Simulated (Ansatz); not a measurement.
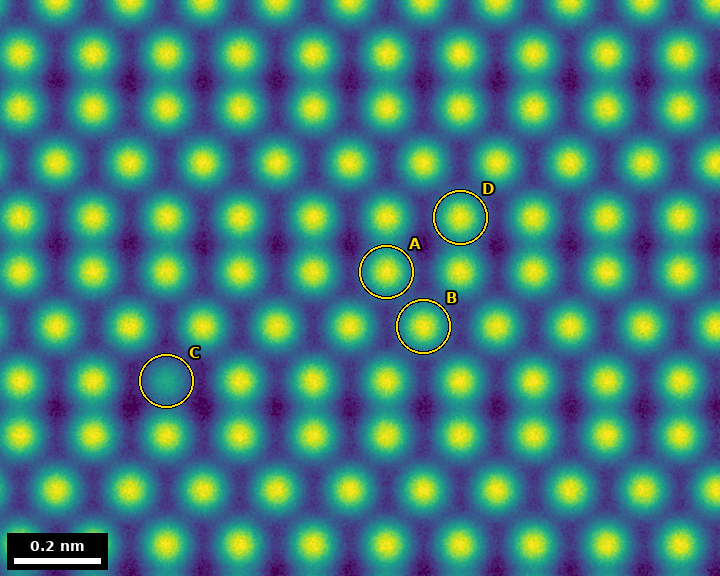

HAADF-like image of Ir (P6/mmm, No. 191) along [102]. Simulation: incoherent imaging, intensity Z^1.7 per atom, probe width 0.80 Å, thin sample. The probe carries 15 % of its weight in a tail 2.5 times as wide. The display is stretched by a gamma of 0.65; percentages refer to the linear signal. Shot noise was added.

The sample is 2 repeats (13.8 Å) thick. One point defect was put into the perfect crystal, without relaxing the atoms around it. Brightness is counted from the darkest point of the image. Host structure: the input geometry of a calculation; the starting structure was generated, so it need not be a known form of this composition.

**Which ringed column holds the defect, and does it scatter more or less than its equals?**

C; it scatters less. The column holds 2 atoms (Ir) through the sample, and one Ir atom is missing, so its peak drops to about 45 % of that of its equals.
